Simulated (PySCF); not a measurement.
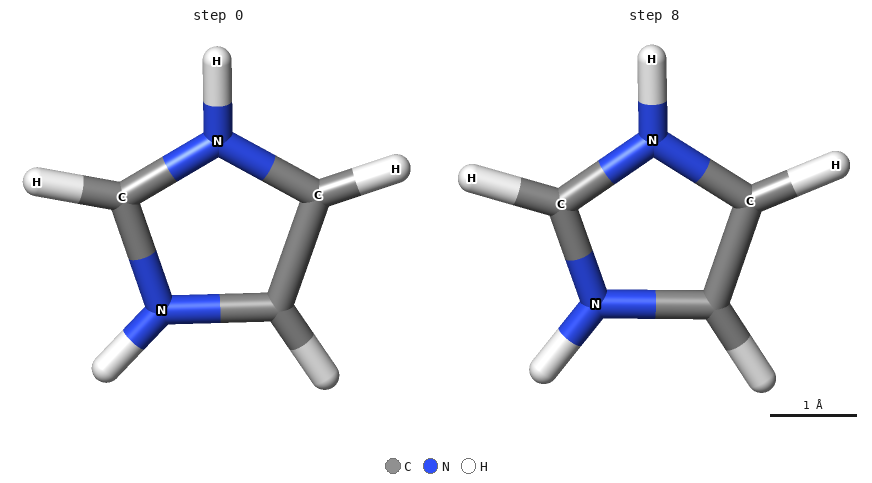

The structure of C$_{3}$H$_{5}$N$_{2}$ (charge +1) before (left) and after (right) a relaxation, at one scale.

A stick model, seen at a tilt.

The start comes from GFN2-xTB. Its atoms were then displaced at random by about 0.03 Å.

Theory: PBE0-D3(BJ)/def2-SVP geometry optimisation, gas phase in PySCF 2.14.0, density-fitted response routines. 

> What changed between the two?

Over 8 geometry steps the energy falls by 132.3 kJ/mol. The atom that moves furthest after the best rigid fit is an N atom (0.084 Å). Largest moves by element: N 0.084 Å, C 0.083 Å, H 0.057 Å. Near-neighbour distances that change, for instance: C–N 1.489 → 1.330 Å, C–H 0.971 → 1.087 Å, C–C 1.464 → 1.364 Å, C–H 1.032 → 1.089 Å. Among the angles between lasting bonds that change: N–C–H 135.0° → 126.4°, C–N–C 118.0° → 110.0°, N–C–H 130.6° → 122.7°.
